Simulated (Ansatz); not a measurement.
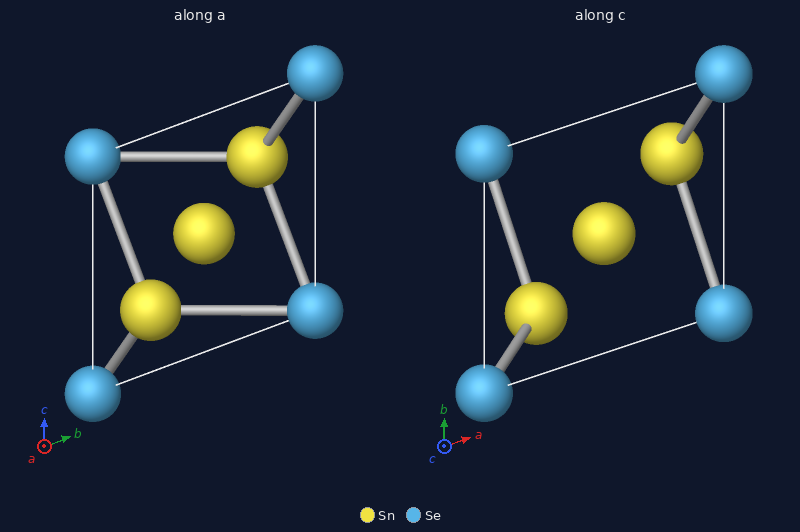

We look at a ball-and-stick model of the crystal along the a axis and along the c axis. The simulation cell is drawn as a box.

The calculation's input:
```yaml
crystal:
  lattice:
    - [-0.14932552, 3.7566941008, 3.7566941008]
    - [3.6073685808, 0.0, 3.6073685808]
    - [3.6073685808, 3.6073685808, 0.0]
  atoms:
    - { symbol: Sn, position: [0.2171926173, 0.2609357942, 0.2609357942] }
    - { symbol: Sn, position: [0.7828073827, 0.7390642058, 0.7390642058] }
    - { symbol: Sn, position: [0.5, 0.5, 0.5] }
    - { symbol: Se, position: [0.0, 0.0, 0.0] }
basis:
  ecutwfc: 420
kpoints:
  mp_grid: { grid: [10, 9, 9] }
hamiltonian:
  xc: pbe
scf:
  occupations: { method: gaussian, width: 0.1 }
output:
  forces: true
  stress: true
  eigenvalues: true
  write_density: true
  write_potential: true
  elf: true
  volumetric_format: npy
```
Run as:
```sh
ansatz run input.yaml --threads 1 --pin off --max-ram 1331MiB --backend cpu --events-out ev --progress --plain --runs-dir out
```

All computed values are from DFT PBE, scalar-relativistic, plane waves, PAW in Ansatz 0.2.0. Settings: wavefunction cutoff 420 eV, a 10×9×9 mesh of k-points, Gaussian smearing of 0.1 eV, no spin polarisation.

> Is it conducting or gapped at this level?

A metal: bands cross the Fermi level.

> What is the computed pressure?

The computed pressure is 2.8 GPa (compressed: it would expand).

The structure was taken from a structure listed in the Materials Project. The cell was then strained or its atoms displaced on purpose. A calculation with Ansatz used it as input.
